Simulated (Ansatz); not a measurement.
## Sn: 6 runs along one coordinate

System: Sn (I4₁/amd, 2 atoms in the cell).
Method: Kohn-Sham DFT of a periodic cell, PBE, Ansatz PAW, no spin polarisation (Ansatz 0.2.0).

The 6 runs differ only in the geometry, by an even scaling of the cell at fixed fractional positions. The structure derives from a Materials Project entry.

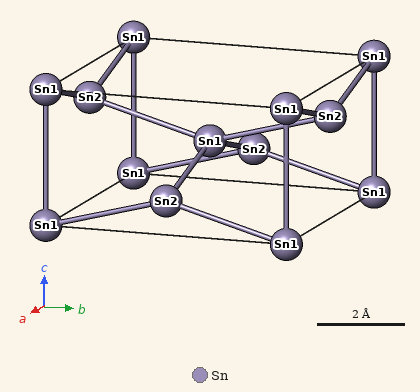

Figure 1. The structure of run 4 (ball-and-stick view of the cell 2 times as large as that of the calculation, set on its symmetry axes, seen slightly off an axis; atoms are numbered from 1 in the order of the input).

**Input of run 4**
```yaml
crystal:
  lattice:
    - [-2.9596121516, 2.9596121516, 1.6098937015]
    - [2.9596121516, -2.9596121516, 1.6098937015]
    - [2.9596121516, 2.9596121516, -1.6098937015]
  atoms:
    - { symbol: Sn, position: [0.0, 0.0, 0.0] }
    - { symbol: Sn, position: [0.75, 0.25, 0.5] }
hamiltonian:
  xc: pbe
  pseudopotentials: { kind: paw }
kpoints:
  mp_grid: { grid: [9, 9, 9] }
scf:
  occupations: { method: fermi_dirac, width: 0.05 }
output:
  forces: true
  stress: true
  eigenvalues: true
```

Command:
```bash
ansatz run input.yaml --threads 1 --pin off --max-ram 2560MiB --backend cpu --events-out ev --progress --plain --runs-dir out
```

Lattice vectors (Å) and fractional positions of run 4:
```
  -2.959612    2.959612    1.609894
   2.959612   -2.959612    1.609894
   2.959612    2.959612   -1.609894
Sn  0.000000  0.000000  0.000000
Sn  0.750000  0.250000  0.500000
```

Run 3 differs from it as follows:
```diff
-    - [-2.9596121516, 2.9596121516, 1.6098937015]
-    - [2.9596121516, -2.9596121516, 1.6098937015]
-    - [2.9596121516, 2.9596121516, -1.6098937015]
+    - [-2.9401404553, 2.9401404553, 1.5993019889]
+    - [2.9401404553, -2.9401404553, 1.5993019889]
+    - [2.9401404553, 2.9401404553, -1.5993019889]
```

**Results, with one run withheld**

```csv
run,volume per atom (Å³),"free energy per atom, from the lowest run given (meV)",pressure (GPa)
1,26.544,20.79,3.83
2,27.097,9.82,2.55
3,27.650,?,?
4,28.203,0.00,0.38
5,28.756,0.32,−0.54
6,29.309,3.65,−1.37
```

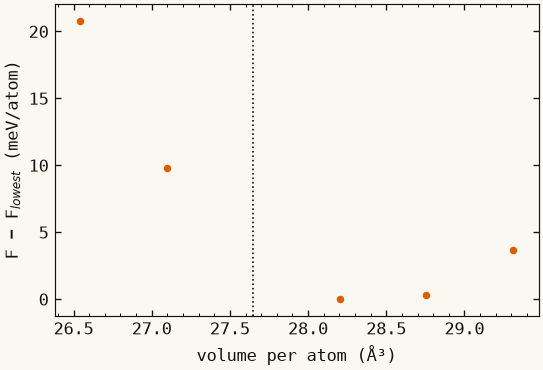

Figure 2. Free energy per atom of the runs given; the dotted line marks run 3.

What should run 3 give?

A cubic polynomial in V^(−2/3) (the Birch–Murnaghan form), fitted to the 5 runs given, misses them by under 0.01 meV per atom. With x = V^(−2/3) − 0.10858 Å⁻², it reads F = 0.9518 + 2005.7 x + 8.3665e+05 x² + 2.4585e+06 x³ (meV per atom). At run 3 it gives 3.04 meV per atom, and the run itself gives 3.04. The slope of the fit gives a pressure −dF/dV of 1.40 GPa there, and the run prints 1.40 GPa. The fit has its minimum at 28.421 Å³ per atom, where V d²F/dV² gives 47.8 GPa. Cell shape and fractional positions are held, so this is the stiffness under even scaling; the relaxed bulk modulus wasn't computed.

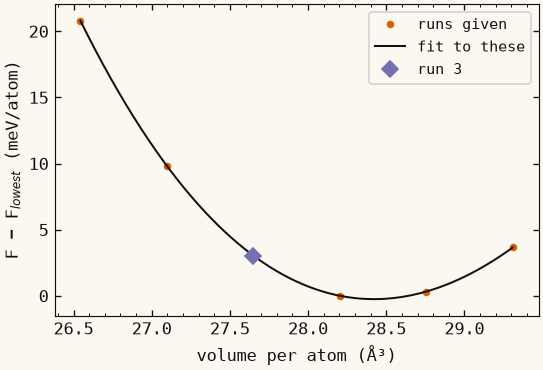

Figure 3. The fit and the withheld run.

**Output, shortened to warnings, some set-up lines, iterations and results (run 3)**
```
Basis set: ecut = 420 eV, 1109 PW (Γ), exchange–correlation on 60×60×60 points (8 copies of the dense FFT grid, shifted against one another)
Symmetry: 16 space group operations
k-points: 75 of 729
Initial density: superposition of atomic densities (neutral atoms: chi_scale 0, normalization atom), corrected by the library's trained network
[...]
SCF iter   1: F=—  HF=-12048.333693 eV  |F-HF|=—  |Δ(HF+E_count)|=         —  Δρ=9.57e-4  dr2=2.75e-4  ethr=1.77e-3  ⟨swp⟩=6.1  Hψ=6949  notcnv=0
SCF iter   2: F=—  HF=-12048.332738 eV  |F-HF|=—  |Δ(HF+E_count)|=   9.55e-4  Δρ=5.97e-4  dr2=1.44e-4  ethr=9.84e-7  ⟨swp⟩=2.1  Hψ=3005  notcnv=0
SCF iter   3: F=—  HF=-12048.332754 eV  |F-HF|=—  |Δ(HF+E_count)|=   1.58e-5  Δρ=3.24e-4  dr2=4.19e-5  ethr=5.13e-7  ⟨swp⟩=2.3  Hψ=2449  notcnv=0
SCF iter   4: F=—  HF=-12048.332783 eV  |F-HF|=—  |Δ(HF+E_count)|=   2.93e-5  Δρ=1.21e-4  dr2=4.75e-6  ethr=1.50e-7  ⟨swp⟩=2.0  Hψ=2403  notcnv=0
SCF iter   5: F=—  HF=-12048.332781 eV  |F-HF|=—  |Δ(HF+E_count)|=   2.87e-6  Δρ=4.58e-5  dr2=7.11e-7  ethr=1.70e-8  ⟨swp⟩=2.0  Hψ=2100  notcnv=0
SCF iter   6: F=-12048.332780 eV  HF=-12048.332780 eV  |F-HF|=7.64e-11  |Δ(HF+E_count)|=   4.25e-7  Δρ=2.55e-6  dr2=2.85e-9  ethr=3.57e-10  ⟨swp⟩=3.1  Hψ=5905  notcnv=0
SCF 1 converged in 6 iterations: F = -12048.332780 eV  dr2 = 2.85e-9
SCF converged after 6 iterations
Free energy (F): -12048.332780 eV
Harris-Foulkes:  -12048.332780 eV  (|F-HF|=7.64e-11)
Internal energy: -12048.325302 eV  (E = F + TS)
E sigma→0 (E₀):  -12048.329041 eV
Entropy (-TS):   -0.007478 eV (-3.739 meV/atom)
Fermi energy:    10.474747 eV
--- Per-component energies (eV) ---
  E_band       = -171.153705
  E_kinetic    = 373.019982
  E_local      = -1725.503506  (includes V_loc(G=0)·N_el)
  E_nonlocal   = -64.780204
  E_hartree    = 1074.114872
  E_xc         = -765.151489
  E_vxc        = -192.116343  (∫ρ·V_xc dr)
  E_paw        = -8272.284352  (= ΣΔE_a)
  E_vpaw       = -710.002075  (= ΣTr[D̂ρ^β])
  E_aug_tail   = -0.000001  (compensation charges beyond the density's cutoff)
  E_ewald      = -2667.740604
  E_smearing   = -0.007478  (= −TS)
  E_closure    = -0.000000  (closes the sum)
  Σ components = -12048.332780   (vs F -12048.332780, Δ=0.00e0)
--- Forces (eV/Å), atoms counted from 1 ---
  atom   1  Sn     0.00000000     0.00000000     0.00000000
  atom   2  Sn     0.00000000     0.00000000     0.00000000
  max |Σ_I F_I| component: 1.73e-18 eV/Å
--- Stress (GPa, compression-positive) ---
        1.546669       0.000000       0.000000
        0.000000       1.546669      -0.000000
        0.000000       0.000000       1.115127
  P = ⅓ Tr σ = 1.4028 GPa (14.028 kbar)
```
